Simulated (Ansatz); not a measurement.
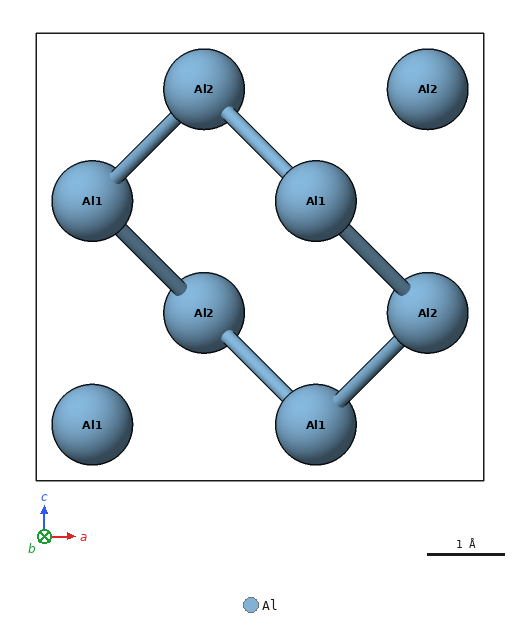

Fig. 1: The structure (ball-and-stick view of the cell 4 times as large as that of the calculation, set on its symmetry axes, along the b axis; atoms are numbered from 1 in the order of the input). Near neighbours in the crystal (not all of them lie inside the picture): Al has 4 Al at 2.52 Å.

## What a change does: single-point calculation on Al

System: Al (Fd-3m, 2 atoms in the cell).
Method of the first run: DFT, revPBE, plane waves (420 eV) with PAW, scalar-relativistic, no spin polarisation (Ansatz 0.2.0).

Text and figures count atoms from 1; the logs count them from 0 in places.

## Input file, the first run
```yaml
crystal:
  lattice:
    - [0.0, 2.9156052686, 2.9156052686]
    - [2.9156052686, 0.0, 2.9156052686]
    - [2.9156052686, 2.9156052686, 0.0]
  atoms:
    - { symbol: Al, position: [0.125, 0.125, 0.125] }
    - { symbol: Al, position: [0.875, 0.875, 0.875] }
hamiltonian:
  xc: revpbe
  pseudopotentials:
    kind: paw
    azcp:
      Al: "pseudopotentials/Al.paw.azcp"
basis:
  ecutwfc: 420
  fft_grid_basis: typed
kpoints:
  mp_grid: { grid: [10, 10, 10], shift: [0, 0, 0] }
magnetization:
  spin_polarized: false
scf:
  occupations: { method: fermi_dirac, width: 0.1 }
  lower_state_search: "off"
output:
  stress: true
```

Hardware: 2 threads of an Arm (aarch64) CPU, shared host.

## Output, shortened to warnings, some set-up lines, iterations and results (the first run)
```
Basis set: ecut = 420 eV, 941 PW (Γ)
Symmetry: 48 space group operations
k-points: 47 of 1000
Initial density: superposition of atomic densities (neutral atoms: chi_scale 0, normalization atom), corrected by the library's trained network
[...]
SCF iter   1: F=—  HF=-1077.691942 eV  |F-HF|=—  |Δ(HF+E_count)|=         —  Δρ=1.14e-3  dr2=8.45e-4  ethr=1.77e-3  ⟨swp⟩=5.7  Hψ=2977  notcnv=0
SCF iter   2: F=—  HF=-1077.692230 eV  |F-HF|=—  |Δ(HF+E_count)|=   2.87e-4  Δρ=7.27e-4  dr2=3.76e-4  ethr=1.41e-5  ⟨swp⟩=1.8  Hψ=763  notcnv=0
SCF iter   3: F=—  HF=-1077.692468 eV  |F-HF|=—  |Δ(HF+E_count)|=   2.39e-4  Δρ=7.35e-5  dr2=5.05e-6  ethr=6.26e-6  ⟨swp⟩=2.4  Hψ=466  notcnv=0
SCF iter   4: F=—  HF=-1077.692474 eV  |F-HF|=—  |Δ(HF+E_count)|=   5.39e-6  Δρ=2.08e-5  dr2=2.75e-7  ethr=8.42e-8  ⟨swp⟩=2.1  Hψ=468  notcnv=0
SCF iter   5: F=-1077.692474 eV  HF=-1077.692474 eV  |F-HF|=8.92e-9  |Δ(HF+E_count)|=   5.11e-8  Δρ=7.01e-6  dr2=2.07e-8  ethr=4.58e-9  ⟨swp⟩=1.1  Hψ=334  notcnv=0
SCF iter   6: F=-1077.692474 eV  HF=-1077.692474 eV  |F-HF|=7.28e-12  |Δ(HF+E_count)|=   1.26e-8  Δρ=6.37e-7  dr2=2.11e-10  ethr=3.46e-10  ⟨swp⟩=2.0  Hψ=1049  notcnv=0
SCF 1 converged in 6 iterations: F = -1077.692474 eV  dr2 = 2.11e-10
SCF converged after 6 iterations
Free energy (F): -1077.692474 eV
Harris-Foulkes:  -1077.692474 eV  (|F-HF|=7.28e-12)
Internal energy: -1077.649485 eV  (E = F + TS)
E sigma→0 (E₀):  -1077.670979 eV
Entropy (-TS):   -0.042989 eV (-21.494 meV/atom)
Fermi energy:    3.528424 eV
--- Per-component energies (eV) ---
  E_band       = 1.539294
  E_kinetic    = 41.671970
  E_local      = -10.747540  (includes V_loc(G=0)·N_el)
  E_nonlocal   = 22.433007
  E_hartree    = 4.824226
  E_xc         = -76.954426
  E_vxc        = -54.058197  (∫ρ·V_xc dr)
  E_paw        = -939.128113  (= ΣΔE_a)
  E_vpaw       = -7.408441  (= ΣTr[D̂ρ^β])
  E_aug_tail   = -0.000003  (compensation charges beyond the density's cutoff)
  E_ewald      = -119.719882
  E_core_change = -0.028722  (= ΣΔE_core)
  E_smearing   = -0.042989  (= −TS)
  E_closure    = 0.000000  (closes the sum)
  Σ components = -1077.692474   (vs F -1077.692474, Δ=0.00e0)
--- Stress (GPa, compression-positive) ---
        5.951503      -0.000000      -0.000000
       -0.000000       5.951503       0.000000
       -0.000000       0.000000       5.951503
  P = ⅓ Tr σ = 5.9515 GPa (59.515 kbar)
```

The input of the second run differs as follows (lines with − go, lines with + come):
```diff
-    - [0.0, 2.9156052686, 2.9156052686]
-    - [2.9156052686, 0.0, 2.9156052686]
-    - [2.9156052686, 2.9156052686, 0.0]
+    - [0.0, 3.082565277, 3.082565277]
+    - [3.082565277, 0.0, 3.082565277]
+    - [3.082565277, 3.082565277, 0.0]
```

What does this change do to the results?

With the same functional and potentials, the second run lies 51.7 meV per atom lower. The pressure goes from 5.95 to −1.27 GPa. The volume per atom goes from 24.78 to 29.29 Å³. The number of SCF iterations is the same. The plane waves at Γ go from 941 to 1139.

## Output, shortened to warnings, some set-up lines, iterations and results (the second run)
```
Basis set: ecut = 420 eV, 1139 PW (Γ)
Symmetry: 48 space group operations
k-points: 47 of 1000
Initial density: superposition of atomic densities (neutral atoms: chi_scale 0, normalization atom), corrected by the library's trained network
[...]
SCF iter   1: F=—  HF=-1077.794560 eV  |F-HF|=—  |Δ(HF+E_count)|=         —  Δρ=1.25e-3  dr2=9.66e-4  ethr=1.77e-3  ⟨swp⟩=5.7  Hψ=3012  notcnv=0
SCF iter   2: F=—  HF=-1077.795280 eV  |F-HF|=—  |Δ(HF+E_count)|=   7.20e-4  Δρ=8.00e-4  dr2=4.27e-4  ethr=1.61e-5  ⟨swp⟩=2.0  Hψ=790  notcnv=0
SCF iter   3: F=—  HF=-1077.795925 eV  |F-HF|=—  |Δ(HF+E_count)|=   6.45e-4  Δρ=8.06e-5  dr2=8.19e-6  ethr=7.12e-6  ⟨swp⟩=2.1  Hψ=466  notcnv=0
SCF iter   4: F=—  HF=-1077.795938 eV  |F-HF|=—  |Δ(HF+E_count)|=   1.36e-5  Δρ=2.52e-5  dr2=6.57e-7  ethr=1.37e-7  ⟨swp⟩=2.1  Hψ=474  notcnv=0
SCF iter   5: F=-1077.795938 eV  HF=-1077.795938 eV  |F-HF|=9.38e-9  |Δ(HF+E_count)|=   1.79e-7  Δρ=7.39e-6  dr2=3.57e-8  ethr=1.10e-8  ⟨swp⟩=1.1  Hψ=333  notcnv=0
SCF iter   6: F=-1077.795938 eV  HF=-1077.795938 eV  |F-HF|=1.02e-10  |Δ(HF+E_count)|=   1.69e-8  Δρ=9.58e-7  dr2=7.56e-10  ethr=5.95e-10  ⟨swp⟩=2.1  Hψ=1067  notcnv=0
SCF 1 converged in 6 iterations: F = -1077.795938 eV  dr2 = 7.56e-10
SCF converged after 6 iterations
Free energy (F): -1077.795938 eV
Harris-Foulkes:  -1077.795938 eV  (|F-HF|=1.02e-10)
Internal energy: -1077.743138 eV  (E = F + TS)
E sigma→0 (E₀):  -1077.769538 eV
Entropy (-TS):   -0.052800 eV (-26.400 meV/atom)
Fermi energy:    2.452970 eV
--- Per-component energies (eV) ---
  E_band       = -3.610356
  E_kinetic    = 38.675701
  E_local      = -16.373613  (includes V_loc(G=0)·N_el)
  E_nonlocal   = 21.492397
  E_hartree    = 5.829768
  E_xc         = -75.488433
  E_vxc        = -52.110931  (∫ρ·V_xc dr)
  E_paw        = -938.614701  (= ΣΔE_a)
  E_vpaw       = -6.953546  (= ΣTr[D̂ρ^β])
  E_aug_tail   = -0.000003  (compensation charges beyond the density's cutoff)
  E_ewald      = -113.235532
  E_core_change = -0.028722  (= ΣΔE_core)
  E_smearing   = -0.052800  (= −TS)
  E_closure    = 0.000000  (closes the sum)
  Σ components = -1077.795938   (vs F -1077.795938, Δ=0.00e0)
--- Stress (GPa, compression-positive) ---
       -1.269339       0.000000       0.000000
       -0.000000      -1.269339      -0.000000
        0.000000      -0.000000      -1.269339
  P = ⅓ Tr σ = -1.2693 GPa (-12.693 kbar)
```

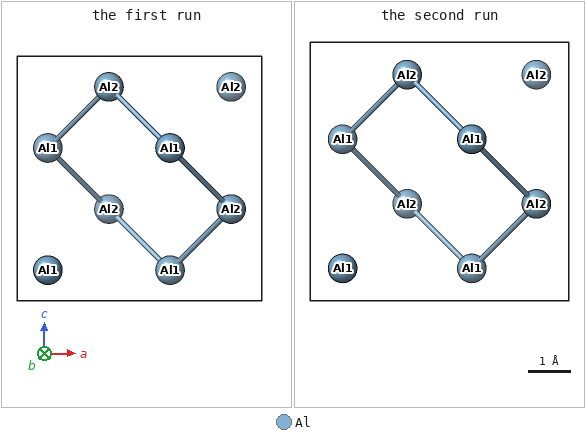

Fig. 2: The two input geometries at one scale (ball-and-stick view of the cell 4 times as large as that of the calculation, set on its symmetry axes, along the b axis). No atom moves by more than 0.005 Å relative to the cell. Cell: a = b = c 5.831 → 6.165 Å (+5.7 %). Volume +18.2 %. Among the contacts that change: Al1–Al2 2.525 → 2.670 Å.

## The two runs side by side

```tsv
quantity	the first run	the second run
outcome	converged	converged
free energy per atom (eV)	−538.8462	−538.8980
energy per atom, smearing taken to zero (eV)	−538.8355	−538.8848
pressure (GPa)	5.95	−1.27
volume per atom (Å³)	24.78	29.29
SCF iterations	6	6
irreducible k-points	47	47
plane waves at Γ	941	1139
wall time (shared host)	1.4 s	1.5 s
```

For the first run: The cell is under a pressure of 6.0 GPa at this level, so it is not at its equilibrium volume.
